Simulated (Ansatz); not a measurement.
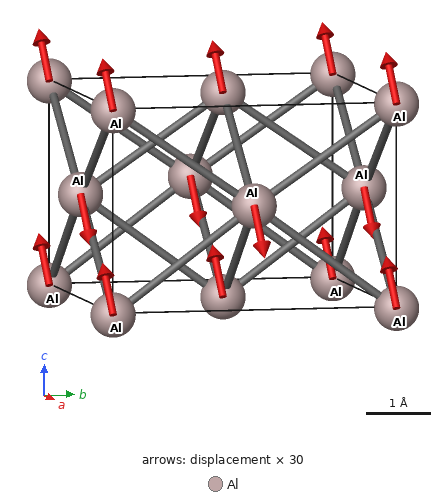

A relaxation of solid Al (set up in P-1). The starting structure is drawn; red arrows show the displacements, 30 times their true length.

The picture is a ball-and-stick view of the conventional cell (2 times the calculation's cell), seen slightly off an axis. Lengths and directions refer to the drawn axes.

Level of theory: DFT PBEsol, scalar-relativistic, plane waves, PAW in Ansatz 0.2.0.

Input
```yaml
crystal:
  lattice:
    - [0.0, -3.2128780077, 0.0]
    - [-3.2128780077, 0.0, 0.0]
    - [0.0, 0.0, -3.2128780077]
  atoms:
    - { symbol: Al, position: [0.508114337, 0.4962511723, 0.5027002385] }
    - { symbol: Al, position: [-0.008114337, 0.0037488277, -0.0027002385] }
basis:
  ecutwfc: 420
kpoints:
  mp_grid: { grid: [10, 10, 10] }
hamiltonian:
  xc: pbesol
scf:
  occupations: { method: gaussian, width: 0.15 }
output:
  forces: true
  stress: true
  eigenvalues: true
relax:
  adjacent_minimum: "off"
  f_tol: 0.01
  max_steps: 80
```

Command:
```bash
ansatz run input.yaml --threads 2 --pin off --max-ram 5120MiB --backend cpu --events-out ev --progress --plain --runs-dir out
```

**What did the optimiser do to the structure, and how much energy did it gain?**

The largest moves, 0.030 Å, are those of Al1 and Al2. Al1 goes roughly along [1 0 −3]. The lattice vectors keep their values. Some distances before and after: Al1–Al2 2.837 → 2.782 Å, Al1–Al2 (another image) 2.729 → 2.782 Å, Al1–Al2 (another image) 2.749 → 2.782 Å, Al1–Al2 (another image) 2.809 → 2.782 Å. The space group (tolerance 0.01 Å) goes from C2/m (No. 12) to Im-3m (No. 229). The energy falls by 3.5 meV per atom in 2 geometry steps. The largest force component goes from 0.2 to 0.00034 eV/Å. Cost: 13 s on 2 threads of Arm Neoverse V2 (shared host), peak memory 0.45 GiB.
